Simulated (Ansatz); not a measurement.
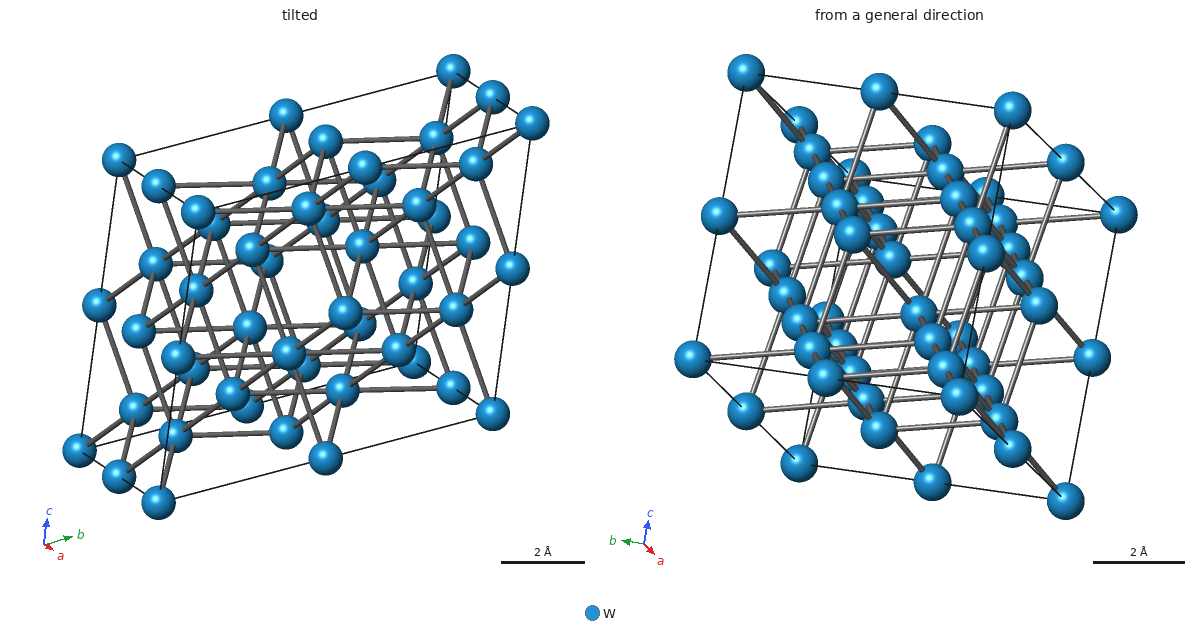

The image is a ball-and-stick drawing of a crystal, viewed slightly off an axis and from a general direction. The parallelepiped is the supercell. The host is W, in a cell of 32 sites, and the cell is neutral.

Which defect is modelled here, and what are its neighbours?

A tungsten vacancy. Around the empty site lie 14 W at about 2.7 to 3.2 Å.

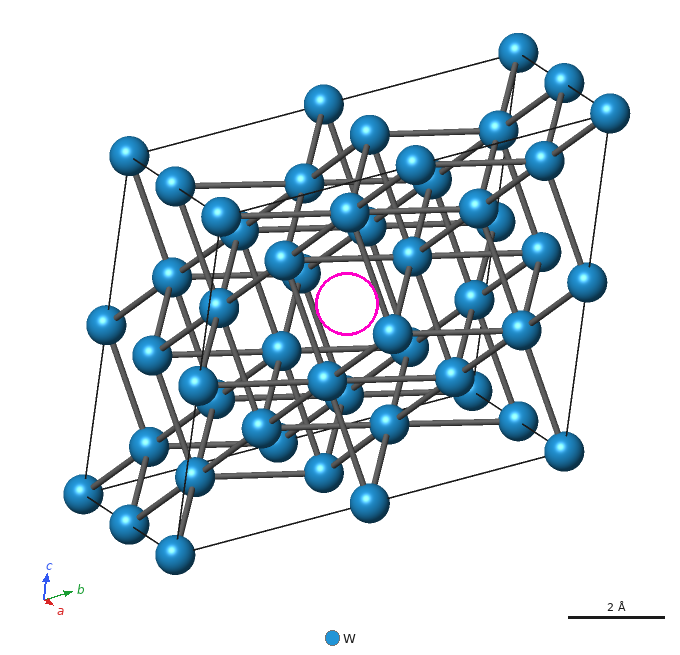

The same cell with a ring at the defect's site.

The atoms were relaxed in the host's cell with DFT PBE, scalar-relativistic, plane waves, PAW (Ansatz).
